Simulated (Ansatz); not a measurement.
ZnS

The calculation's input:

```
crystal:
  lattice:
    - [5.4093, 0.0, 0.0]
    - [0.0, -5.4093, 0.0]
    - [0.0, 0.0, -5.4093]
  atoms:
    - { symbol: Zn, position: [0.0, 0.5, 0.5] }
    - { symbol: Zn, position: [0.5, 0.0, 0.5] }
    - { symbol: Zn, position: [0.5, 0.5, 0.0] }
    - { symbol: Zn, position: [0.0, 0.0, 0.0] }
    - { symbol: S, position: [0.75, 0.7438439354, 0.75] }
    - { symbol: S, position: [0.25, 0.25, 0.75] }
    - { symbol: S, position: [0.25, 0.75, 0.25] }
    - { symbol: S, position: [0.75, 0.25, 0.25] }
basis:
  ecutwfc: 420
kpoints:
  mp_grid: { grid: [6, 6, 6] }
hamiltonian:
  xc: pbe
scf:
  occupations: { method: gaussian, width: 0.05 }
output:
  forces: true
  stress: true
  eigenvalues: true
  write_density: true
  write_potential: true
  elf: true
  volumetric_format: npy
```

Run with:

```sh
ansatz run input.yaml --threads 2 --pin off --max-ram 5120MiB --backend cpu --events-out ev --progress --plain --runs-dir out
```

Below, planes, directions and counts refer to the conventional cell (a = 7.65 Å, b = 7.65 Å, c = 5.41 Å, α = 90.00°, β = 90.00°, γ = 90.00°).

Space group Cmm2; changed on purpose from its base cell (atom 5 (S) moved +0.033 A along Cartesian [0 1 0]).

These are results of DFT PBE, scalar-relativistic, plane waves, PAW in Ansatz 0.2.0, not measurements.

The density is the valence pseudo-density of a PAW calculation; it isn't the true density close to the nuclei.

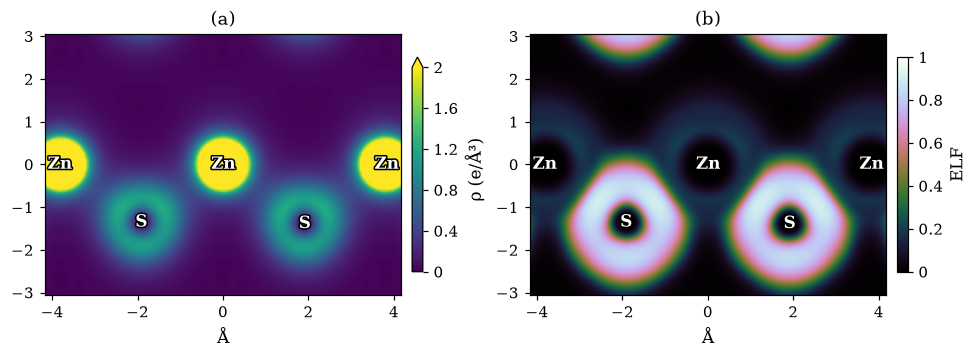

Figure 1. (a) valence electron density; (b) ELF on the (100) plane of the conventional cell.

Question: What do the fields say about this system?

Answer: The plane passes through Zn and S nuclei.
Zn–S (2.34 Å): ρ is about 0.51 e/Å³ halfway; the ELF peaks at about 0.90 in the valence shell of S, 0.8 Å from its nucleus, and is about 0.55 at the midpoint.
The density dies away to nearly zero in the voids.

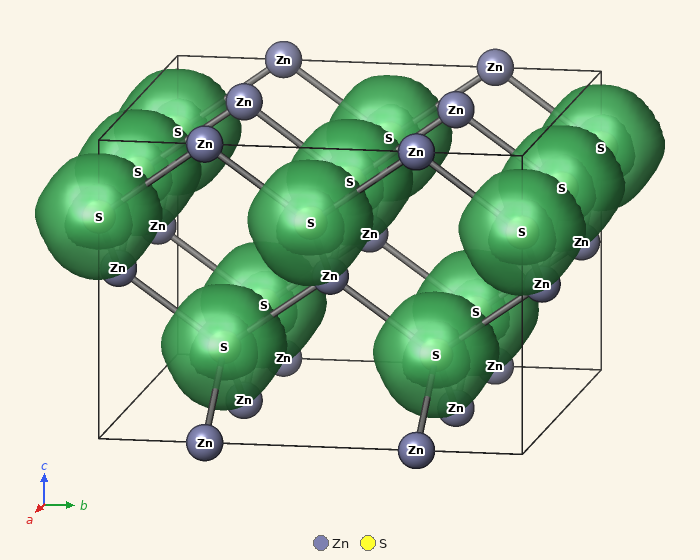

Figure 2. Isosurface of the ELF at 0.75 (green), seen slightly off an axis. Only the valence region is drawn (cores and ρ < 0.01 e/Å³ removed). Sticks mark near contacts.

Question: Describe the localisation domains.

Answer: The surface consists of eight regions wrapped around S (the valence shell of each), counted in one cell of 16 atoms. Regions shared between cells count once.


Zn–S (2.32 Å): the ELF peaks at about 0.90 in the valence shell of S, 0.8 Å from its nucleus, and is about 0.55 at the midpoint.

Question: Does the calculation make it a metal, or give it a gap?

Answer: It is gapped, with a Kohn–Sham gap of 2.1 eV on the k-point mesh (the band edges may lie off the mesh, which would make the gap smaller).
